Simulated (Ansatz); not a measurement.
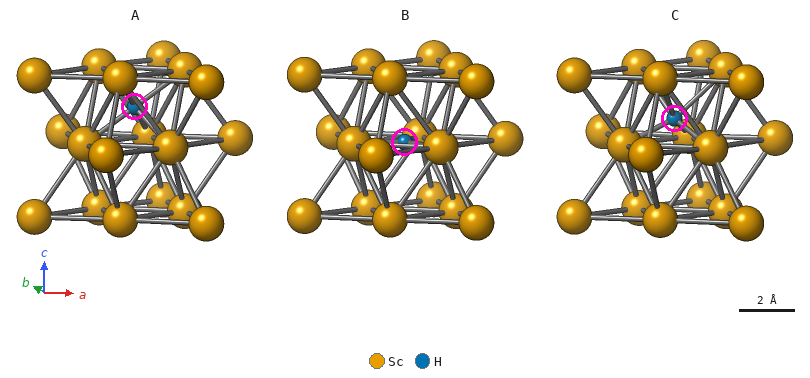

3 geometries from a converged minimum-energy path of Sc with an interstitial H (13 atoms in the cell), shuffled. Style: ball-and-stick. Shown: the atoms within 4.9 Å of the middle of the path, slightly off an axis. The moving atom is ringed, with any periodic copies. Bonds to atoms that aren't drawn are left out.

Theory: Ansatz, DFT PBE, scalar-relativistic, plane waves, PAW. Settings: plane-wave cutoff 420 eV; k-point mesh 3 × 2 × 3; Gaussian smearing 0.05 eV; 5 movable images; climbing image; force threshold 0.05 eV/Å; iteration limit 48; starting path by image-dependent pair potential.

Which frame is the top of the path?

B. In order along the path, whose images run from 0 to 6: B (image 3, +0.71 eV), C (image 5, +0.18 eV), A (image 6, 0.00 eV). The H atom travels furthest, 2.63 Å from end to end, along +c, on a straight line. At the highest image its nearest neighbour (Sc) is 1.93 Å away, against 2.30 Å at the start, and the surrounding atoms stand up to 0.06 Å off the mean of their end positions.

Limits of the set-up: the k-point mesh is coarse for a cell with partly filled bands; the periodic images lie only 5.3 Å apart, so the values are limited by the cell's size.
